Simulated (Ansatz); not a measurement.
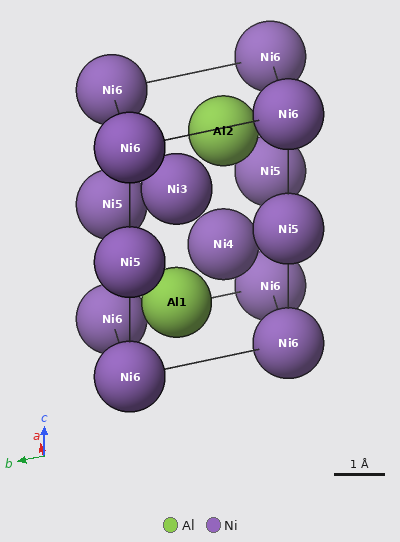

Fig. 1: The input geometry (spheres-only view of the cell of the calculation, seen at an oblique angle; atoms are numbered from 1 in the order of the input). An atom can appear more than once, as a periodic image.

## Run report: AlNi2, geometry relaxation (part 1 of 2)

- system: AlNi2 (P-3m1, 6 atoms in the cell)
- method: DFT PBEsol, scalar-relativistic, plane waves, PAW, no spin polarisation (Ansatz 0.2.0)

The structure derives from a Materials Project entry. It belongs to a series of runs on one base structure; here: volume × 0.94, shape and atoms relaxed. Figures and captions count atoms from 1; the log counts them from 0 in places.

Log:
```
Engine: ansatz 0.2.0, x86_64-unknown-linux-gnu
Pseudopotentials: kind: paw
Pseudopotential: Al, paw, valence charge 3, recommended cutoff 420 eV (normal), Al.paw.azcp
Pseudopotential: Ni, paw, valence charge 18, recommended cutoff 420 eV (normal), Ni.paw.azcp
Functional definition: PBEsol
  exchange = pbesol_x
  correlation = pbesol_c
Crystal: 6 atoms, lattice volume = 63.102 Å³
Basis set: ecut = 420 eV, 1265 PW (Γ), exchange–correlation on 54×54×72 points (8 copies of the dense FFT grid, shifted against one another)
Bands: 47, of which v1, the nominal top of the filled ones, is band 39 counted from 1 (38 counted from 0)
Symmetry: 12 space group operations
Space group: P-3m1 (ITA 164), of the structure as read, at distance tolerance 4.0e-5 Å
k-points: 131 of 1152
Non-local potential: Al, projectors of the file, l = 0: 2, l = 1: 2, l = 2: 1
Non-local potential: Ni, projectors of the file, l = 0: 3, l = 1: 2, l = 2: 3, l = 3: 1
PAW form: soft (Blöchl's): semilocal exchange-correlation on the pseudo side does not see the compensation charge
PAW frozen core: Al, regenerated for the run's functional, and the local potential with it (the file was generated under x = pbe(κ = 0.804, μ = 0.2195149727645171), c = pbe(β = 0.06672455060314922))
PAW frozen core: Ni, regenerated for the run's functional, and the local potential with it (the file was generated under x = pbe(κ = 0.804, μ = 0.2195149727645171), c = pbe(β = 0.06672455060314922))
PAW one-centre angular grid: Al, 110 points (default); XC on 64 Gauss nodes
PAW one-centre angular grid: Ni, 590 points (default); XC on 64 Gauss nodes
Initial density: superposition of atomic densities (neutral atoms: chi_scale 0, normalization atom), corrected by the library's trained network
Initial wavefunctions: pseudopotential atomic-orbital guess
Functional: x = pbesol(κ = 0.804, μ = 0.12345679012345678), c = pbesol(β = 0.046)
SCF iter   1: F=—  HF=-24271.914127 eV  |F-HF|=—  |Δ(HF+E_count)|=         —  Δρ=2.57e-2  dr2=2.56e-1  ethr=1.77e-3  ⟨swp⟩=6.1  Hψ=23411  notcnv=0  defer=47
preconditioner: auto → Kerker (q_TF=auto, 2.826 Å⁻¹)  [metal: Δε(μ)=0.004 eV  Ē_g=7.338 eV  σ=0.100 eV  W_gap=0.02  n_scr=22 (ndim 8)  ℏωp=31.7 eV  f_vac=0.000  D(μ)=2.74/eV (n_scr^D=22)]
SCF iter   2: F=—  HF=-24271.880061 eV  |F-HF|=—  |Δ(HF+E_count)|=   3.41e-2  Δρ=6.52e-3  dr2=2.15e-2  ethr=3.28e-4  ⟨swp⟩=2.9  Hψ=12639  notcnv=0  defer=303
SCF iter   3: F=—  HF=-24271.877508 eV  |F-HF|=—  |Δ(HF+E_count)|=   2.55e-3  Δρ=1.88e-3  dr2=2.35e-3  ethr=2.76e-5  ⟨swp⟩=1.1  Hψ=5868  notcnv=0  defer=303
SCF iter   4: F=—  HF=-24271.877140 eV  |F-HF|=—  |Δ(HF+E_count)|=   3.68e-4  Δρ=3.89e-4  dr2=4.99e-5  ethr=3.01e-6  ⟨swp⟩=2.0  Hψ=8352  notcnv=0  defer=303
SCF iter   5: F=—  HF=-24271.877124 eV  |F-HF|=—  |Δ(HF+E_count)|=   1.62e-5  Δρ=1.50e-4  dr2=8.56e-6  ethr=6.40e-8  ⟨swp⟩=2.0  Hψ=9097  notcnv=0  defer=303
SCF iter   6: F=—  HF=-24271.877122 eV  |F-HF|=—  |Δ(HF+E_count)|=   1.99e-6  Δρ=6.85e-5  dr2=2.87e-6  ethr=1.10e-8  ⟨swp⟩=2.0  Hψ=9377  notcnv=0  defer=303
SCF iter   7: F=—  HF=-24271.877121 eV  |F-HF|=—  |Δ(HF+E_count)|=   2.75e-7  Δρ=1.61e-5  dr2=1.49e-7  ethr=3.67e-9  ⟨swp⟩=1.0  Hψ=5856  notcnv=0  defer=303
SCF iter   8: F=-24271.877121 eV  HF=-24271.877121 eV  |F-HF|=5.45e-9  |Δ(HF+E_count)|=   3.43e-8  Δρ=3.71e-6  dr2=6.55e-9  ethr=1.28e-10  ⟨swp⟩=8.7  Hψ=27263  notcnv=0
SCF 1 converged in 8 iterations: F = -24271.877121 eV  dr2 = 6.55e-9
  greatest PAW one-centre occupation: 1.001 electrons in one spin orbital (limit 2), on the Ni atom at site 3 (counted from 0), in its partial waves of l = 1
relax step   1: F+E_penalty+E_count = -24271.87712131 eV  Δ(F+E_penalty+E_count) = +0.000e0 eV  max|allowed force component| = 2.646e-2 eV/Å  Δτ_max = 0.0000 Å  P = +13.523 GPa  Ω = 63.102 Å³  fix = [volume]  reactions: volume +13.523 GPa  (8 SCF iters, dr2 threshold 1.00e-7 eV, accepted)
Initial density: handed on by an earlier stage of this run
Initial wavefunctions: those handed on with the density
iter 1 solved again at ethr=1.45e-8 eV; its pass at ethr=3.10e-3 eV (dr2=1.13e-5 eV) is discarded
SCF iter   1: F=—  HF=-24271.877212 eV  |F-HF|=—  |Δ(HF+E_count)|=         —  Δρ=1.32e-4  dr2=1.18e-5  ethr=1.45e-8  ⟨swp⟩=2.2  Hψ=24917  notcnv=0
preconditioner: auto → Kerker (q_TF=auto, 2.826 Å⁻¹)  [metal: Δε(μ)=0.013 eV  Ē_g=7.379 eV  σ=0.100 eV  W_gap=0.07  n_scr=22 (ndim 8)  ℏωp=31.7 eV  f_vac=0.000  D(μ)=2.57/eV (n_scr^D=22)]
SCF iter   2: F=—  HF=-24271.877174 eV  |F-HF|=—  |Δ(HF+E_count)|=   3.87e-5  Δρ=5.21e-5  dr2=2.99e-6  ethr=1.45e-8  ⟨swp⟩=1.0  Hψ=6157  notcnv=0
SCF iter   3: F=—  HF=-24271.877173 eV  |F-HF|=—  |Δ(HF+E_count)|=   3.63e-7  Δρ=2.05e-5  dr2=4.97e-7  ethr=3.84e-9  ⟨swp⟩=1.0  Hψ=6157  notcnv=0
iter 4 did not close the SCF: its close was put off for the readings that it lacked (scf_convergence_deferred on its scf_iter line)
SCF iter   4: F=-24271.877173 eV  HF=-24271.877173 eV  |F-HF|=2.04e-8  |Δ(HF+E_count)|=   5.73e-8  Δρ=7.54e-6  dr2=2.79e-8  ethr=6.37e-10  ⟨swp⟩=1.2  Hψ=6193  notcnv=0
iter 5 did not close the SCF: its close was put off for the readings that it lacked (scf_convergence_deferred on its scf_iter line)
SCF iter   5: F=-24271.877173 eV  HF=-24271.877173 eV  |F-HF|=1.44e-9  |Δ(HF+E_count)|=   4.83e-9  Δρ=1.71e-6  dr2=1.85e-9  ethr=3.58e-11  ⟨swp⟩=2.1  Hψ=9729  notcnv=0
SCF iter   6: F=-24271.877173 eV  HF=-24271.877173 eV  |F-HF|=1.09e-10  |Δ(HF+E_count)|=  1.71e-10  Δρ=4.07e-7  dr2=1.52e-10  ethr=2.38e-12  ⟨swp⟩=1.9  Hψ=18475  notcnv=0
SCF 2 converged in 6 iterations: F = -24271.877173 eV  dr2 = 1.52e-10
relax step   2: F+E_penalty+E_count = -24271.87717327 eV  Δ(F+E_penalty+E_count) = -5.196e-5 eV  max|allowed force component| = 1.866e-2 eV/Å  Δτ_max = 0.0010 Å  P = +13.518 GPa  Ω = 63.102 Å³  energy of the carried Pulay correction = -1.318e-17 eV  fix = [volume]  reactions: volume +13.518 GPa  (6 SCF iters, dr2 threshold 4.38e-8 eV, accepted)
iter 1 solved again at ethr=1.71e-7 eV; its pass at ethr=3.10e-3 eV (dr2=1.34e-4 eV) is discarded
SCF iter   1: F=—  HF=-24271.877315 eV  |F-HF|=—  |Δ(HF+E_count)|=         —  Δρ=5.23e-4  dr2=1.34e-4  ethr=1.71e-7  ⟨swp⟩=2.0  Hψ=22851  notcnv=0
preconditioner: auto → Kerker (q_TF=auto, 2.826 Å⁻¹)  [metal: Δε(μ)=0.009 eV  Ē_g=7.378 eV  σ=0.100 eV  W_gap=0.05  n_scr=22 (ndim 8)  ℏωp=31.7 eV  f_vac=0.000  D(μ)=2.58/eV (n_scr^D=22)]
SCF iter   2: F=—  HF=-24271.877310 eV  |F-HF|=—  |Δ(HF+E_count)|=   4.95e-6  Δρ=1.94e-4  dr2=2.29e-5  ethr=1.71e-7  ⟨swp⟩=1.0  Hψ=6157  notcnv=0
SCF iter   3: F=—  HF=-24271.877260 eV  |F-HF|=—  |Δ(HF+E_count)|=   4.98e-5  Δρ=5.49e-5  dr2=2.58e-6  ethr=2.94e-8  ⟨swp⟩=1.2  Hψ=6249  notcnv=0
SCF iter   4: F=—  HF=-24271.877259 eV  |F-HF|=—  |Δ(HF+E_count)|=   8.18e-7  Δρ=1.79e-5  dr2=1.11e-7  ethr=3.31e-9  ⟨swp⟩=1.4  Hψ=6323  notcnv=0
iter 5 did not close the SCF: its close was put off for the readings that it lacked (scf_convergence_deferred on its scf_iter line)
SCF iter   5: F=-24271.877259 eV  HF=-24271.877259 eV  |F-HF|=4.39e-9  |Δ(HF+E_count)|=   1.59e-8  Δρ=3.54e-6  dr2=6.18e-9  ethr=1.42e-10  ⟨swp⟩=2.4  Hψ=10160  notcnv=0
SCF iter   6: F=-24271.877259 eV  HF=-24271.877259 eV  |F-HF|=2.98e-10  |Δ(HF+E_count)|=  9.31e-10  Δρ=9.49e-7  dr2=5.75e-10  ethr=7.92e-12  ⟨swp⟩=2.1  Hψ=20687  notcnv=0
SCF 3 converged in 6 iterations: F = -24271.877259 eV  dr2 = 5.75e-10
relax step   3: F+E_penalty+E_count = -24271.87725910 eV  Δ(F+E_penalty+E_count) = -8.583e-5 eV  max|allowed force component| = 4.547e-3 eV/Å  Δτ_max = 0.0034 Å  P = +13.504 GPa  Ω = 63.102 Å³  energy of the carried Pulay correction = +8.786e-18 eV  fix = [volume]  reactions: volume +13.504 GPa  (6 SCF iters, dr2 threshold 2.18e-8 eV, accepted)
Initial wavefunctions: pseudopotential atomic-orbital guess (no wavefunctions were taken with the density)
iter 1 solved again at ethr=1.38e-7 eV; its pass at ethr=3.10e-3 eV (dr2=1.07e-4 eV) is discarded
SCF iter   1: F=—  HF=-24271.877299 eV  |F-HF|=—  |Δ(HF+E_count)|=         —  Δρ=2.01e-6  dr2=1.59e-9  ethr=1.38e-7  ⟨swp⟩=3.0  Hψ=38901  notcnv=0
eigensolver tolerance schedule: the retry pair's looser diagonalisation over-reported the residual by 67530.79 of it (diagonalisation noise at an unbounded share of the residual, at the tolerance the schedule requests for it); recorded, not acted on — ethr = c·dr2/N_el stays at c = 1.0e-1
preconditioner: auto → Kerker (q_TF=auto, 2.826 Å⁻¹)  [metal: Δε(μ)=0.010 eV  Ē_g=7.378 eV  σ=0.100 eV  W_gap=0.06  n_scr=22 (ndim 8)  ℏωp=31.7 eV  f_vac=0.000  D(μ)=2.58/eV (n_scr^D=22)]
SCF iter   2: F=—  HF=-24271.877259 eV  |F-HF|=—  |Δ(HF+E_count)|=   4.04e-5  Δρ=1.11e-6  dr2=8.17e-10  ethr=2.04e-12  ⟨swp⟩=3.8  Hψ=16808  notcnv=0
SCF iter   3: F=—  HF=-24271.877259 eV  |F-HF|=—  |Δ(HF+E_count)|=  4.37e-11  Δρ=6.09e-7  dr2=3.54e-10  ethr=1.05e-12  ⟨swp⟩=1.0  Hψ=6157  notcnv=0
iter 4 did not close the SCF: its close was put off for the readings that it lacked (scf_convergence_deferred on its scf_iter line)
SCF iter   4: F=-24271.877259 eV  HF=-24271.877259 eV  |F-HF|=2.55e-11  |Δ(HF+E_count)|=  5.09e-11  Δρ=1.87e-7  dr2=3.07e-11  ethr=1.00e-12  ⟨swp⟩=1.0  Hψ=6157  notcnv=0
iter 5 did not close the SCF: its close was put off for the readings that it lacked (scf_convergence_deferred on its scf_iter line)
SCF iter   5: F=-24271.877259 eV  HF=-24271.877259 eV  |F-HF|=7.28e-12  |Δ(HF+E_count)|=  1.09e-11  Δρ=7.03e-8  dr2=8.74e-12  ethr=1.00e-12  ⟨swp⟩=1.0  Hψ=6157  notcnv=0
iter 6 did not close the SCF: its close was put off for the readings that it lacked (scf_convergence_deferred on its scf_iter line)
SCF iter   6: F=-24271.877259 eV  HF=-24271.877259 eV  |F-HF|=1.82e-11  |Δ(HF+E_count)|=  3.64e-12  Δρ=5.02e-8  dr2=1.86e-12  ethr=1.00e-12  ⟨swp⟩=1.0  Hψ=6157  notcnv=0
iter 7 did not close the SCF: its close was put off for the readings that it lacked (scf_convergence_deferred on its scf_iter line)
SCF iter   7: F=-24271.877259 eV  HF=-24271.877259 eV  |F-HF|=1.09e-11  |Δ(HF+E_count)|=  7.28e-12  Δρ=2.56e-8  dr2=3.84e-13  ethr=1.00e-12  ⟨swp⟩=1.0  Hψ=6157  notcnv=0
SCF iter   8: F=-24271.877259 eV  HF=-24271.877259 eV  |F-HF|=7.28e-12  |Δ(HF+E_count)|=  1.09e-11  Δρ=1.09e-8  dr2=7.95e-14  ethr=1.00e-12  ⟨swp⟩=2.0  Hψ=13520  notcnv=0
SCF 4 converged in 8 iterations: F = -24271.877259 eV  dr2 = 7.95e-14
relax step   4: F+E_penalty+E_count = -24271.87725884 eV  Δ(F+E_penalty+E_count) = +2.574e-7 eV  max|allowed force component| = 4.554e-3 eV/Å  Δτ_max = 0.0000 Å  P = +13.504 GPa  Ω = 63.102 Å³  fix = [volume]  reactions: volume +13.504 GPa  stress off target by 1.07e-2 GPa on what of the cell is left free  SCF on the basis re-selected at this cell (its energy is not comparable with the rows above)  (8 SCF iters)
```

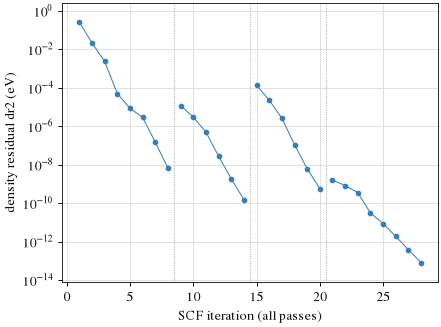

Fig. 2: Convergence of the self-consistent field: density residual dr2 against the SCF iteration. The dotted lines part the SCF passes of the relaxation: geometry steps, rejected trials and re-solves on a re-selected basis. The passes take 8, 6, 6 and 8 iterations.

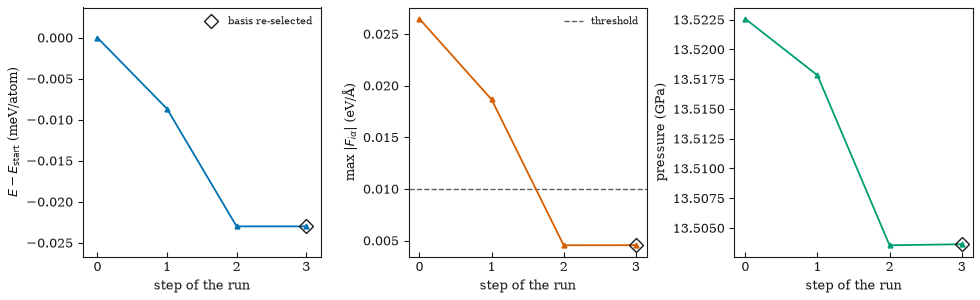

Fig. 3: Progress of the relaxation, step by step (the first geometry is step 0 here and step 1 in the log). Over 2 geometry steps the energy falls by next to nothing (0.0 meV per atom). The largest force component goes from 0.026 to 0.0046 eV/Å. The pressure goes from 13.52 to 13.50 GPa. The largest moves relative to the cell, 0.004 Å, are those of Al1 and Al2. By element the largest moves are Al 0.004 Å, Ni 0.003 Å. The space group stays P-3m1 (No. 164). A last SCF at the same geometry on a re-selected plane-wave basis shifts the energy by next to nothing (0.0 meV per atom). (Atoms are counted from 1 in the order of the input.)
